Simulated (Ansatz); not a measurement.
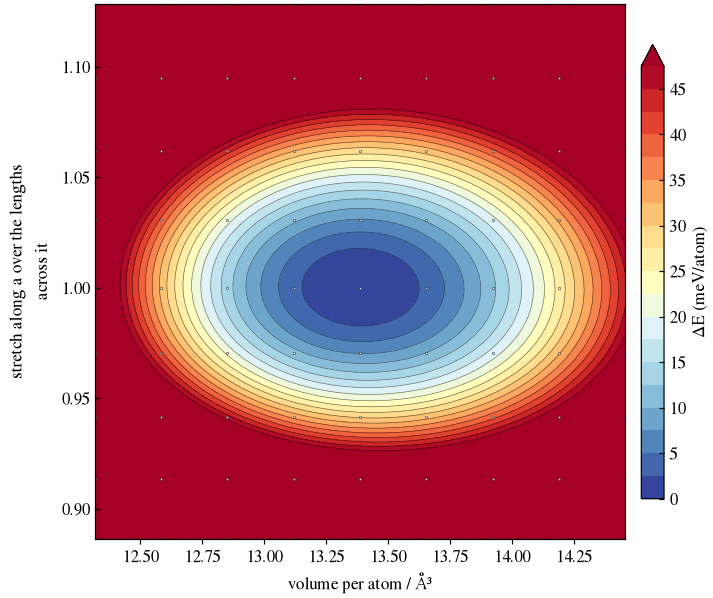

Al₂Ru (Fddd, No. 70; 6 atoms in the cell). The energy is mapped over volume and the cell's shape. Coordinates scanned: (1) volume per atom; (2) stretch along a over the lengths across it, relative to the relaxed cell. Nothing is relaxed (fractional coordinates fixed). The scan uses a 9 × 9 grid. Points are written as (first, second). Energies are in meV/atom, from the lowest grid point. The lowest point has no gap; 45 points of the grid have one on the k-mesh. All numbers below come from DFT LDA, scalar-relativistic, plane waves, PAW in Ansatz. Settings: cutoff 420 eV, k-mesh 10×10×10, gaussian smearing 0.03 eV, no spin polarisation.

In the figure: filled contours, dots at the grid points, one colour for all values above the top of the scale. Between grid points the surface is interpolated.

Estimate the position of the minimum and the force constants in these coordinates.

The interpolated minimum is at volume per atom ≈ 13.387 Å³, the second coordinate ≈ 1.000. The curvatures there are about 0.53 eV/(Å³)² and 97.5 eV, with a cross term of about 0 eV/Å³ (per cell of 6 atoms). Round the minimum the two coordinates are nearly uncoupled.

PAW datasets: the set soft_1.
